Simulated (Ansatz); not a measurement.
This input was run:

```
crystal:
  lattice:
    - [4.0242581516, 0.0, 0.0]
    - [-2.0121290758, 3.4851097906, 0.0]
    - [0.0, 0.0, 4.9708130084]
  atoms:
    - { symbol: Al, position: [0.3333333333, 0.6666666667, 0.1931627627] }
    - { symbol: Al, position: [0.6666666667, 0.3333333333, 0.8068372373] }
    - { symbol: Ni, position: [0.3333333333, 0.6666666667, 0.6890654136] }
    - { symbol: Ni, position: [0.6666666667, 0.3333333333, 0.3109345864] }
    - { symbol: Ni, position: [0.0, 0.0, 0.5] }
    - { symbol: Ni, position: [0.0, 0.0, 0.0] }
basis:
  ecutwfc: 420
kpoints:
  mp_grid: { grid: [12, 12, 8] }
  band_path:
    path:
      - [[0.0, 0.0, 0.0], [0.5, 0.0, 0.0], [0.33333333, 0.33333333, 0.0], [0.0, 0.0, 0.0], [0.0, 0.0, 0.5], [0.5, 0.0, 0.5], [0.33333333, 0.33333333, 0.5], [0.0, 0.0, 0.5]]
      - [[0.5, 0.0, 0.5], [0.5, 0.0, 0.0]]
      - [[0.33333333, 0.33333333, 0.5], [0.33333333, 0.33333333, 0.0]]
    npoints: 14
hamiltonian:
  xc: pbesol
scf:
  occupations: { method: gaussian, width: 0.1 }
  n_extra_bands: 15
output:
  forces: true
  stress: true
  eigenvalues: true
  populations: true
  dos: { projected: true, de: 0.02, nscf_kmesh: { grid: [18, 18, 12] } }
  bader: true
  write_density: true
  write_potential: true
  elf: true
  volumetric_format: npy
```

Launched with:
```bash
ansatz run input.yaml --threads 1 --pin off --max-ram 2560MiB --backend cpu --events-out ev --progress --plain --runs-dir out
```

What will the band structure and density of states look like? The path is Γ–M–K–Γ–A–L–H–A|L–M|H–K.

A metal: 2 bands cross the Fermi level along this path. At Γ the nearest levels lie 0.49 eV below and 0.67 eV above the Fermi level. The density of states at the Fermi level is about 3.7 per eV and cell (mean within 0.25 eV), or 0.62 per atom. By projected weight, the states within 0.3 eV of the Fermi level are Ni 3d (80 %) and Al 3p (15 %).

The run has no spin polarisation, so a magnetic state may lie lower. The cell is at −7 GPa in this functional.

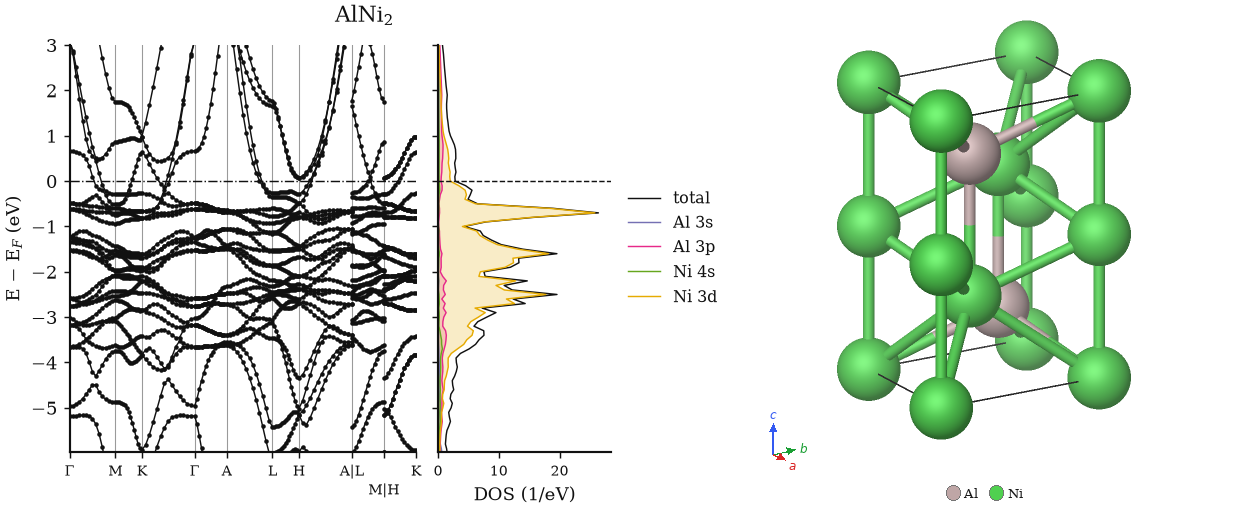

Band structure and density of states, beside the structure. Energies are counted from the Fermi level. The partial curves are projected on Löwdin-orthogonalised atomic shells.
